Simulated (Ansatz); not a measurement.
# TaN: single-point calculation (part 1 of 2)

TaN (slab, 24 atoms in the cell), computed with DFT PBE+D3(BJ), scalar-relativistic, plane waves, PAW, no spin polarisation (Ansatz 0.2.0).

The structure derives from an entry of the Crystallography Open Database. It belongs to a series of runs on one base structure; here: the slab at its places in the relaxed adsorbed structure. Figures and captions count atoms from 1; the log counts them from 0 in places.

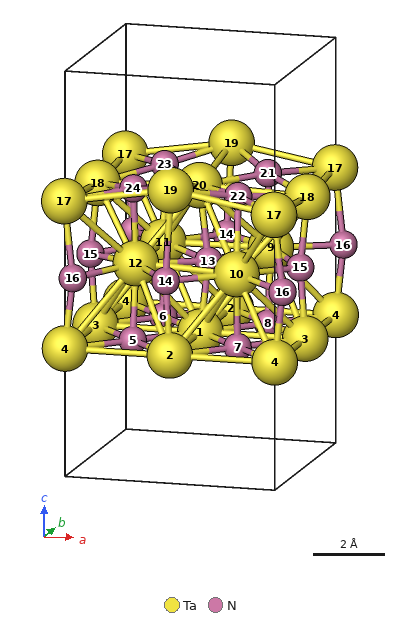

Fig. 1: The input geometry (ball-and-stick view of the cell of the calculation, with the vacuum cut short, seen slightly off an axis; atoms are numbered from 1 in the order of the input). An atom can appear more than once, as a periodic image.

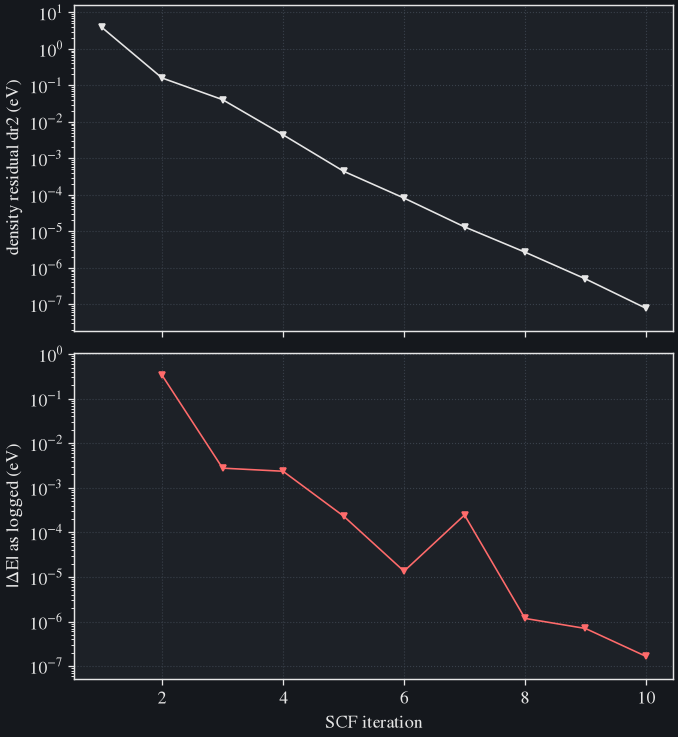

Fig. 2: Convergence of the self-consistent field: density residual dr2 and size of the energy change against the SCF iteration. The residual falls at every step.

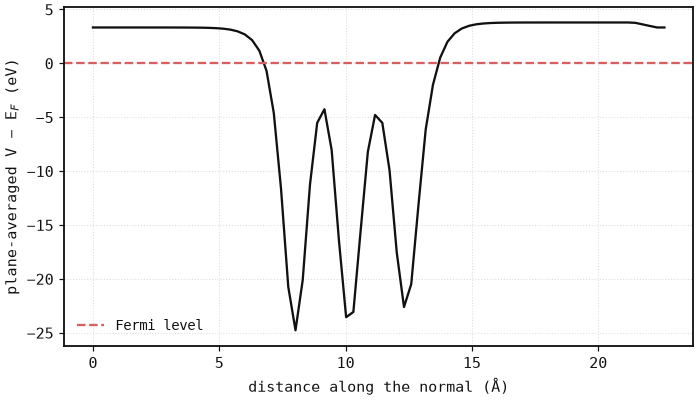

Fig. 3: Plane average of the electrostatic potential energy of an electron across the cell, from the Fermi level. The vacuum level lies 3.79 eV above the Fermi level on the upper side and 3.33 eV on the lower.

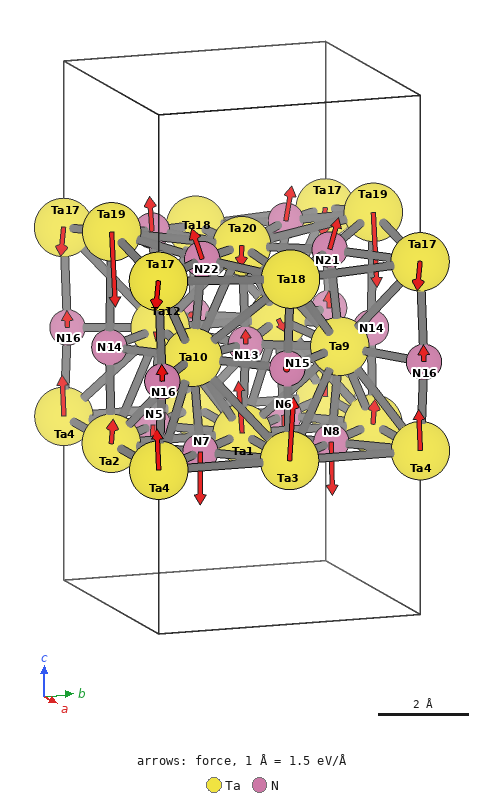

Fig. 4: Forces on the atoms as red arrows (ball-and-stick view of the cell of the calculation, with the vacuum cut short, seen slightly off an axis; atoms are numbered from 1 in the order of the input); the smallest are left out. The largest act on Ta19 (2.55 eV/Å); Ta3 (2.29 eV/Å); N8 (1.84 eV/Å); N7 (1.84 eV/Å), among others. The geometry is not a stationary point of this energy.

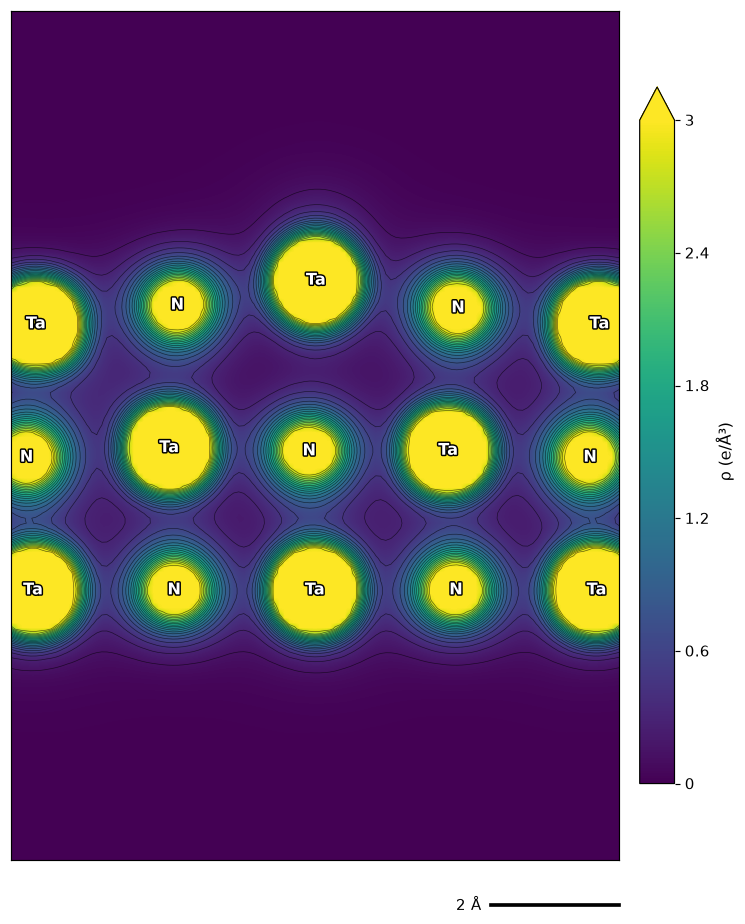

Fig. 5: Valence charge density (pseudo) on the (11̄0) plane of the calculation cell, a cut from vacuum to vacuum. The section cuts through Ta and N sites. Ta–N (2.07 Å): the density is about 0.77 e/Å³ at the midpoint. Ta–N (2.17 Å): ρ is about 0.66 e/Å³ halfway. Ta–N (2.19 Å): ρ is about 0.56 e/Å³ halfway. Ta–N (2.25 Å): the density is about 0.51 e/Å³ at the midpoint. The density dies away to nearly zero in the vacuum. The fields are those of the smooth PAW valence density.

These pictures come from the run below.

Input:
```yaml
crystal:
  lattice:
    - [6.2014901195, 0.0, 0.0]
    - [0.0, 6.2014901195, 0.0]
    - [0.0, 0.0, 22.905415717]
  atoms:
    - { symbol: Ta, position: [0.5, 0.5, 0.3492623796] }
    - { symbol: Ta, position: [0.5, 0.0, 0.3492623796] }
    - { symbol: Ta, position: [0.0, 0.5, 0.3492623796] }
    - { symbol: Ta, position: [0.0, 0.0, 0.3492623796] }
    - { symbol: "N", position: [0.25, 0.25, 0.3492623796] }
    - { symbol: "N", position: [0.25, 0.75, 0.3492623796] }
    - { symbol: "N", position: [0.75, 0.25, 0.3492623796] }
    - { symbol: "N", position: [0.75, 0.75, 0.3492623796] }
    - { symbol: Ta, position: [0.7542632035, 0.7809402189, 0.4440483371] }
    - { symbol: Ta, position: [0.7541101847, 0.2191997117, 0.4441000698] }
    - { symbol: Ta, position: [0.2576506439, 0.7256279352, 0.4459116672] }
    - { symbol: Ta, position: [0.2577927166, 0.2744174028, 0.4459415381] }
    - { symbol: "N", position: [0.538350429, 0.5001828965, 0.4402034015] }
    - { symbol: "N", position: [0.4794250818, -8.73674e-05, 0.4436973781] }
    - { symbol: "N", position: [-0.0238886044, 0.4999198253, 0.4394432858] }
    - { symbol: "N", position: [0.037097922, 0.000169337, 0.4394720503] }
    - { symbol: Ta, position: [-0.0034404147, 4.9434e-06, 0.5368009969] }
    - { symbol: Ta, position: [0.0102420884, 0.499965576, 0.5300623301] }
    - { symbol: Ta, position: [0.504120672, -0.0002335326, 0.5596777273] }
    - { symbol: Ta, position: [0.4964999059, 0.4996693233, 0.5357446217] }
    - { symbol: "N", position: [0.7510417453, 0.743629969, 0.5408254321] }
    - { symbol: "N", position: [0.7511304599, 0.2562080623, 0.5409013058] }
    - { symbol: "N", position: [0.2553725038, 0.7557290228, 0.5428236205] }
    - { symbol: "N", position: [0.2552785889, 0.2439266563, 0.5428423222] }
basis:
  ecutwfc: 420
kpoints:
  mp_grid: { grid: [3, 3, 1] }
hamiltonian:
  xc: pbe
  dispersion: d3bj
scf:
  occupations: { method: gaussian, width: 0.1 }
output:
  forces: true
  eigenvalues: true
  write_density: true
  volumetric_format: npy
efield:
  axis: 3
  dipole_correction: true
  ramp_width: 0.04
```

Launched with:
```bash
ansatz run input.yaml --threads 4 --pin off --max-ram 10240MiB --backend cpu --events-out ev --progress --plain --runs-dir out
```

Output:
```
Engine: ansatz 0.2.0, x86_64-unknown-linux-gnu
Pseudopotentials: kind: paw
Pseudopotential: Ta, paw, valence charge 13, recommended cutoff 420 eV (normal), Ta.paw.azcp
Pseudopotential: N, paw, valence charge 5, recommended cutoff 420 eV (normal), N.paw.azcp
Functional definition: PBE
  parameter kappa = 0.804
  parameter beta = 0.06672455060314922
  exchange = pbe_x(kappa = kappa, mu = beta*pi^2/3)
  correlation = pbe_c(beta = beta)
Crystal: 24 atoms, lattice volume = 880.907 Å³
Basis set: ecut = 420 eV, 17281 PW (Γ), exchange–correlation on 90×90×320 points (8 copies of the dense FFT grid, shifted against one another)
Bands: 132, of which v1, the nominal top of the filled ones, is band 108 counted from 1 (107 counted from 0)
Symmetry: 1 space group operations
Space group: P1 (ITA 1), of the structure as read, at distance tolerance 9.6e-5 Å
k-points: 5 of 9 (time reversal used)
Non-local potential: Ta, projectors of the file, l = 0: 3, l = 1: 2, l = 2: 2, l = 3: 1
Non-local potential: N, projectors of the file, l = 0: 2, l = 1: 2, l = 2: 1
PAW form: soft (Blöchl's): semilocal exchange-correlation on the pseudo side does not see the compensation charge
PAW one-centre angular grid: Ta, 590 points (default); XC on 64 Gauss nodes
PAW one-centre angular grid: N, 110 points (default); XC on 64 Gauss nodes
Initial density: superposition of atomic densities (neutral atoms: chi_scale 0, normalization atom), corrected by the library's trained network
Initial wavefunctions: pseudopotential atomic-orbital guess
Functional: x = pbe(κ = 0.804, μ = 0.2195149727645171), c = pbe(β = 0.06672455060314922)
SCF iter   1: F=—  HF=-123815.030718 eV  |F-HF|=—  |Δ(HF+E_count)|=         —  Δρ=8.83e-3  dr2=3.95e0  ethr=1.77e-3  p=-0.009 e·Å  D=-1.86e-3 V/Å  ΔV_dip=0.04 eV  dr2_dipole=7.04e-1  V_vac-E_F(+/−)=3.47/3.43 eV  ⟨swp⟩=9.4  Hψ=3575  notcnv=0
efield: sawtooth ramp at fractional position 0.9345 (placed from the atoms, in the widest stretch of the axis that holds none; the zero of the levels goes with the place), width 0.0400; the density the first Hamiltonian is built on has a dipole p = -0.009 e·Å; the dipole correction subtracts the counter field D = -1.86e-3 V/Å, which shifts the + side's vacuum level by +0.04 eV against the − side's; the planar-averaged density in the ramp window peaks in size at 5.0e-6 e/Å³
preconditioner: auto → LDOS  [metal: Δε(μ)=0.082 eV  Ē_g=8.675 eV  σ=0.100 eV  W_gap=0.38  n_scr=130 (ndim 8)  ℏωp=13.7 eV  f_vac=0.626  D(μ)=15.05/eV (n_scr^D=84)  β→1.0]
SCF iter   2: F=—  HF=-123814.695163 eV  |F-HF|=—  |Δ(HF+E_count)|=   3.36e-1  Δρ=3.50e-3  dr2=1.60e-1  ethr=1.77e-3  p=-0.114 e·Å  D=-2.34e-2 V/Å  ΔV_dip=0.54 eV  dr2_dipole=6.80e-3  V_vac-E_F(+/−)=3.77/3.23 eV  ⟨swp⟩=2.4  Hψ=856  notcnv=0  defer=71
SCF iter   3: F=—  HF=-123814.697930 eV  |F-HF|=—  |Δ(HF+E_count)|=   2.77e-3  Δρ=1.17e-3  dr2=4.08e-2  ethr=7.42e-5  p=-0.089 e·Å  D=-1.84e-2 V/Å  ΔV_dip=0.42 eV  dr2_dipole=1.15e-2  V_vac-E_F(+/−)=3.74/3.32 eV  ⟨swp⟩=2.6  Hψ=1079  notcnv=0  defer=73
SCF iter   4: F=—  HF=-123814.695573 eV  |F-HF|=—  |Δ(HF+E_count)|=   2.36e-3  Δρ=3.67e-4  dr2=4.44e-3  ethr=1.89e-5  p=-0.097 e·Å  D=-2.00e-2 V/Å  ΔV_dip=0.46 eV  dr2_dipole=6.95e-4  V_vac-E_F(+/−)=3.77/3.31 eV  ⟨swp⟩=3.4  Hψ=1103  notcnv=0  defer=73
SCF iter   5: F=—  HF=-123814.695340 eV  |F-HF|=—  |Δ(HF+E_count)|=   2.33e-4  Δρ=1.19e-4  dr2=4.46e-4  ethr=2.05e-6  p=-0.099 e·Å  D=-2.03e-2 V/Å  ΔV_dip=0.47 eV  dr2_dipole=6.88e-5  V_vac-E_F(+/−)=3.78/3.31 eV  ⟨swp⟩=2.2  Hψ=851  notcnv=0  defer=73
SCF iter   6: F=—  HF=-123814.695354 eV  |F-HF|=—  |Δ(HF+E_count)|=   1.35e-5  Δρ=5.25e-5  dr2=8.19e-5  ethr=2.07e-7  p=-0.099 e·Å  D=-2.03e-2 V/Å  ΔV_dip=0.47 eV  dr2_dipole=2.00e-7  V_vac-E_F(+/−)=3.79/3.32 eV  ⟨swp⟩=2.6  Hψ=843  notcnv=0  defer=73
SCF iter   7: F=—  HF=-123814.695108 eV  |F-HF|=—  |Δ(HF+E_count)|=   2.46e-4  Δρ=2.21e-5  dr2=1.33e-5  ethr=3.79e-8  p=-0.099 e·Å  D=-2.03e-2 V/Å  ΔV_dip=0.47 eV  dr2_dipole=2.34e-9  V_vac-E_F(+/−)=3.79/3.32 eV  ⟨swp⟩=2.6  Hψ=949  notcnv=0  defer=73
SCF iter   8: F=—  HF=-123814.695109 eV  |F-HF|=—  |Δ(HF+E_count)|=   1.18e-6  Δρ=1.05e-5  dr2=2.70e-6  ethr=6.16e-9  p=-0.099 e·Å  D=-2.03e-2 V/Å  ΔV_dip=0.46 eV  dr2_dipole=1.41e-8  V_vac-E_F(+/−)=3.79/3.33 eV  ⟨swp⟩=2.0  Hψ=1072  notcnv=0  defer=73
SCF iter   9: F=—  HF=-123814.695110 eV  |F-HF|=—  |Δ(HF+E_count)|=   7.01e-7  Δρ=4.18e-6  dr2=4.99e-7  ethr=1.25e-9  p=-0.099 e·Å  D=-2.03e-2 V/Å  ΔV_dip=0.46 eV  dr2_dipole=6.31e-9  V_vac-E_F(+/−)=3.79/3.33 eV  ⟨swp⟩=3.0  Hψ=875  notcnv=0  defer=73
SCF iter  10: F=-123814.695110 eV  HF=-123814.695110 eV  |F-HF|=1.56e-8  |Δ(HF+E_count)|=   1.66e-7  Δρ=1.75e-6  dr2=7.81e-8  ethr=4.63e-11  p=-0.099 e·Å  D=-2.02e-2 V/Å  ΔV_dip=0.46 eV  dr2_dipole=3.04e-10  V_vac-E_F(+/−)=3.79/3.33 eV  ⟨swp⟩=20.6  Hψ=3800  notcnv=0
SCF 1 converged in 10 iterations: F = -123814.695110 eV  dr2 = 7.81e-8
  greatest PAW one-centre occupation: 0.999 electrons in one spin orbital (limit 2), on the Ta atom at site 17 (counted from 0), in its partial waves of l = 0
SCF converged after 10 iterations
Free energy (F): -123814.695110 eV
Harris-Foulkes:  -123814.695110 eV  (|F-HF|=1.56e-8)
Internal energy: -123814.611974 eV  (E = F + TS)
E sigma→0 (E₀):  -123814.653542 eV
Entropy (-TS):   -0.083136 eV (-3.464 meV/atom)
Fermi energy:    3.735554 eV
Dipole field:    D = -0.020258 V/Å  (p = -0.098619 e·Å, saw-weighted, corrected)
Work function:   Φ+ = 3.7902 eV   Φ− = 3.3262 eV
Levels:          The Fermi level and band energies are counted from a zero that moves with the ramp; work functions are not
```
